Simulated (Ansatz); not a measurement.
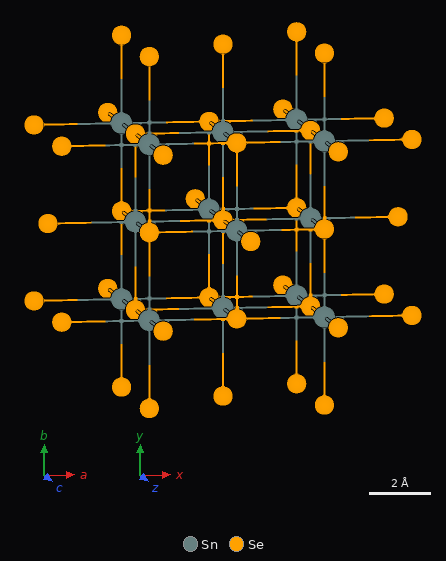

Solid SnSe (Fm-3m): the cell is strained along x and oppositely along y, with the atoms kept at their fractional coordinates. x, y and z are the Cartesian axes of the input. The picture shows the reference cell. The picture is a ball-and-stick view of the conventional cell (4 times the calculation's cell), seen along the c axis, with a slight tilt. Lengths and directions refer to the drawn axes.

Level of theory: Ansatz 0.2.0, DFT LDA, scalar-relativistic, plane waves, PAW. Settings: plane-wave cutoff 420 eV; k-point mesh 8 × 8 × 8; occupations gaussian; smearing width 0.05 eV; no spin polarisation. Energies (free energies at the smearing named) are counted from the relaxed crystal.

Input file:
```yaml
crystal:
  lattice:
    - [0.0, 2.9466477701, 2.9466477701]
    - [2.9466477701, 0.0, 2.9466477701]
    - [2.9466477701, 2.9466477701, 0.0]
  atoms:
    - { symbol: Sn, position: [0.0, 0.0, 0.0] }
    - { symbol: Se, position: [0.5, 0.5, 0.5] }
basis:
  ecutwfc: 420
kpoints:
  mp_grid: { grid: [8, 8, 8] }
hamiltonian:
  xc: lda
scf:
  occupations: { method: gaussian, width: 0.05 }
output:
  forces: true
  stress: true
  eigenvalues: true
```

> Give the energy at each point (the strain: −0.040, −0.030, −0.020, −0.010, 0.000, 0.005, 0.010, 0.015, 0.020, 0.025, 0.030, 0.035, 0.040).

```csv
strain,energy change (meV/atom)
−0.040,37.4
−0.030,20.9
−0.020,9.3
−0.010,2.3
0.000,0.0
0.005,0.6
0.010,2.3
0.015,5.2
0.020,9.3
0.025,14.5
0.030,20.9
0.035,28.6
0.040,37.4
```

Points that are alike by symmetry were computed once.

Of the computed points the lowest is at the strain 0.00, 0.0 meV/atom. The end points stand at 37.4 meV/atom (−0.04) and 37.4 meV/atom (0.04). The curvature at zero strain, (1/V) d²E/dε², is about 290 GPa; it is C₁₁ + C₂₂ − 2C₁₂ with clamped ions. The distortion takes the space group from Fm-3m to Fmmm. At the strain −0.04 the cell of the drawing goes a 5.893 → 5.658 Å, b 5.893 → 6.129 Å.

The computed profile (hollow markers are points alike by symmetry):

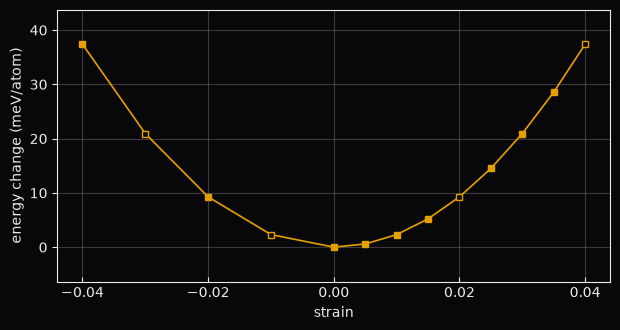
